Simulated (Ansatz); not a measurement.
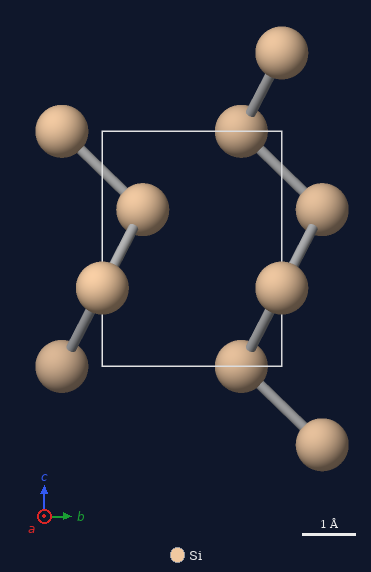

This is the input geometry for a relaxation of a crystal of Si (built on the trigonal selenium_152 type) (coarse preliminary run). The picture is a ball-and-stick view of the cell of the calculation, seen along the a axis.

Case: trigonal selenium type (P3_121, No. 152).

Theory: DFT r2SCAN, scalar-relativistic, plane waves, PAW in Ansatz 0.2.0.

The input:
```yaml
crystal:
  lattice:
    - [3.9749297976, 0.0, 0.0]
    - [-1.9874648988, 3.442390183, 0.0]
    - [0.0, 0.0, 4.5096909156]
  atoms:
    - { symbol: Si, position: [0.2254, 0.0, 0.3333333333] }
    - { symbol: Si, position: [0.0, 0.2254, 0.6666666667] }
    - { symbol: Si, position: [0.7746, 0.7746, 0.0] }
basis:
  ecutwfc: 500
kpoints:
  mp_grid: { grid: [6, 6, 4] }
hamiltonian:
  xc: r2scan
scf:
  occupations: { method: gaussian, width: 0.1 }
  lower_state_search: "off"
output:
  forces: true
  stress: true
  eigenvalues: true
relax:
  adjacent_minimum: "off"
  f_tol: 0.04
  max_steps: 70
  cell: { stress_tol: 0.4 }
```

Q: Where does the relaxation end?

A: The energy falls by 692 meV per atom in 5 accepted moves (6 points after the start). The largest force component goes from 3.8 to 0.0013 eV/Å. The pressure goes from 4.03 to 0.08 GPa. At 1 point the geometry stayed and the basis and grid were re-selected for the new cell (energy shift of 0.4 meV per atom at most each time). The largest moves relative to the cell, 0.38 Å, are those of Si1, Si2 and Si3. Si2 goes along +b. The drawn cell changes as follows: a = b 3.975 → 3.557 Å (−10.5 %), c 4.510 → 4.405 Å (−2.3 %); the volume changes by −21.8 %. Near-neighbour distances that change, for instance: Si1–Si2 3.128 → 2.525 Å, Si1–Si2 (another image) 2.161 → 2.524 Å. Bond angles that change, for instance: Si2–Si1–Si3 103.1° → 90.4°. The space group (tolerance 0.01 Å) goes from P3_121 (No. 152) to R-3m (No. 166). The run took of the order of 27 core-seconds on a shared host.

Final geometry:

```xyz
3
Lattice="3.5571 0.0000 0.0000 -1.7785 3.0805 0.0000 0.0000 0.0000 4.4049" Properties=species:S:1:pos:R:3 pbc="T T T"
Si    1.1855    0.0000    1.4683
Si    2.9644    1.0266    2.9366
Si    1.1858    2.0539    4.4049
```

The end point in the same view:

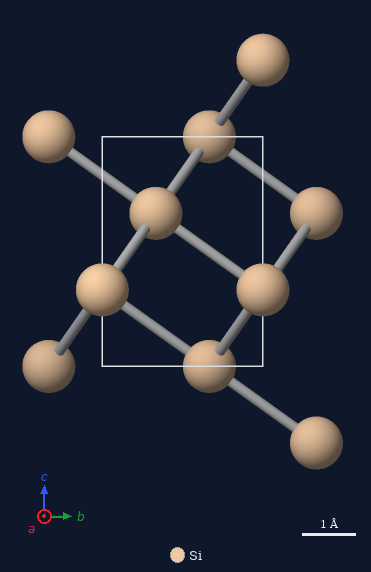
